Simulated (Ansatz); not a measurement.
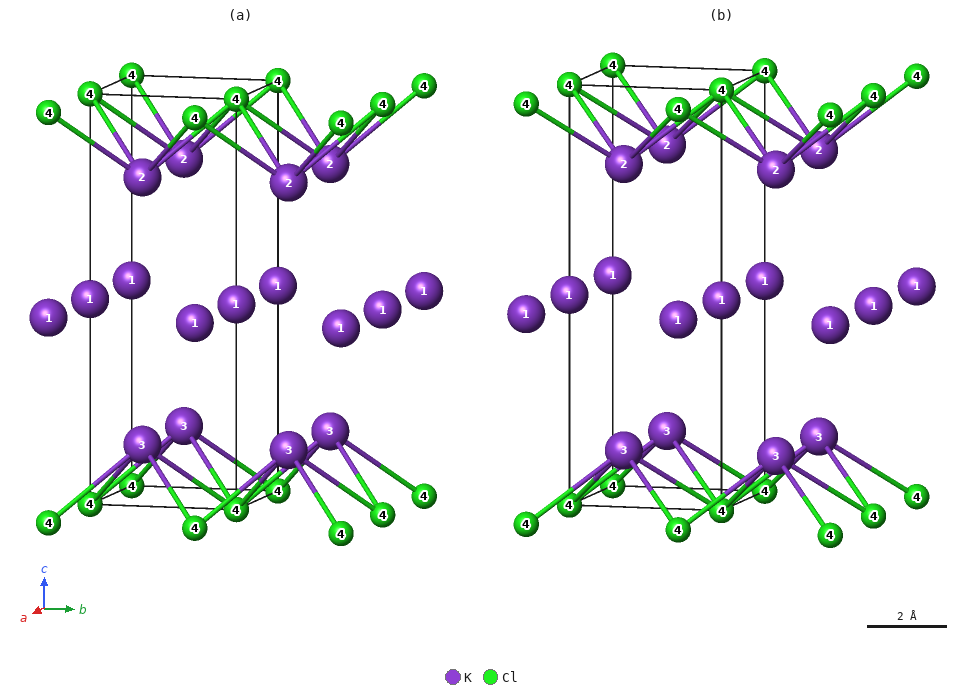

Left: a symmetric starting cell of K3Cl (made from another compound by putting K in place of Na). Right: the same structure after one change, at the same scale. A ball-and-stick model of the cell of the calculation, repeated 2 × 2 × 1 with one cell outlined, seen slightly off an axis.

Computed with Ansatz 0.2.0, DFT PBE, scalar-relativistic, plane waves, PAW. Set-up: plane-wave cutoff 420 eV; k-point mesh 10 × 10 × 4; occupations gaussian; smearing width 0.1 eV; no spin polarisation.

> What was changed?

The cell is strained by +2.4 % along c and +3.9 % across it (volume +10.7 %) and the K atoms are displaced by 0.16 Å relative to the cell: K2 0.16 Å along +c. No relaxation follows. The starting cell wasn't computed here and needn't be at equilibrium, so pressure and forces aren't due to the change alone.

> How do the computed properties respond?

The pressure is 0.9 GPa (not all of it need come from the change, since the unchanged cell can be under pressure at this level too). The principal stresses (compression positive) are 1.6 GPa along c and 0.6 GPa across it. The largest forces, 0.17 eV/Å, act on K2 and K3; on K2 it points along −c. The forces point straight back along the displacements (cosine −1.00). Among the bonded contacts that change: Cl–K 3.298 → 3.327 Å. The space group stays P4/mmm (No. 123).
